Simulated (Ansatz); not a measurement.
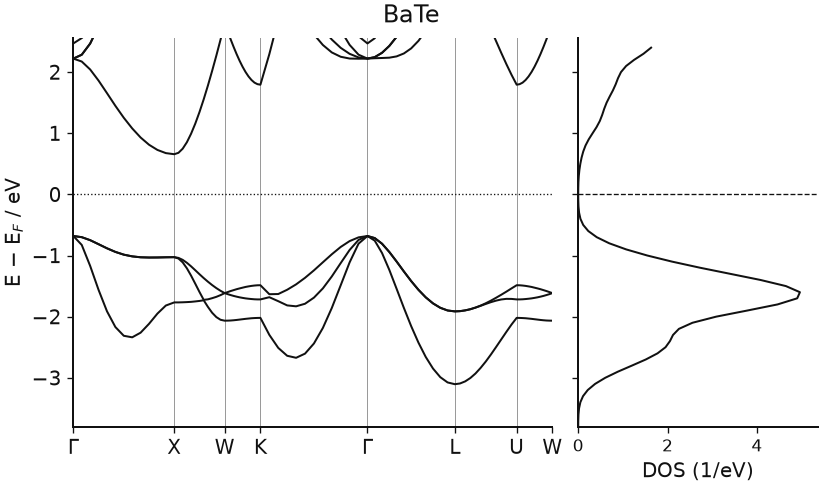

Band structure and density of states. Energies are counted from the Fermi level. The path runs straight from each named point to the next. The DOS curve is built from the levels of the k mesh with Gaussians 0.55 eV wide, which also blur the band edges; ripples of that width can come from the mesh.

**Which Bravais lattice do the labels of the path belong to?**

A face-centred cubic lattice: the path Γ–X–W–K–Γ–L–U–W runs through the special points of its Brillouin zone.

System: rocksalt BaTe, space group Fm-3m (No. 225), 2 atoms in the primitive cell.

```
Ba Te
1.0
     0.00000    3.41000    3.41000
     3.41000    0.00000    3.41000
     3.41000    3.41000    0.00000
Ba Te
1 1
Direct
  0.00000 0.00000 0.00000
  0.50000 0.50000 0.50000
```

Computed with Ansatz: PBEsol, all-electron LAPW, no spin polarisation, no spin-orbit coupling, 7×7×7 k mesh, Fermi-Dirac smearing of 0.05 eV.

**What does the band structure say about the gap?**

A semiconductor. The gap along this path is 1.34 eV and indirect, from the valence-band top at Γ to the conduction-band bottom at X; the smallest direct gap is 1.68 eV, at X.

**How many bands meet at the valence-band top?**

Three bands meet at the valence-band top at Γ: it is triply degenerate (spin aside).

**What are the direct gaps at Γ, K and U?**

The direct gaps are 2.90 eV at Γ, 3.28 eV at K and 3.28 eV at U.

**Where is the tallest peak of the filled states in the window?**

Within the window shown, the tallest peak of the filled states lies 0.9 eV under the valence-band top, at about 5 states per eV and cell.

Spin-orbit coupling is left out, which matters for Ba and Te. LDA, GGA and most meta-GGA functionals understate gaps.
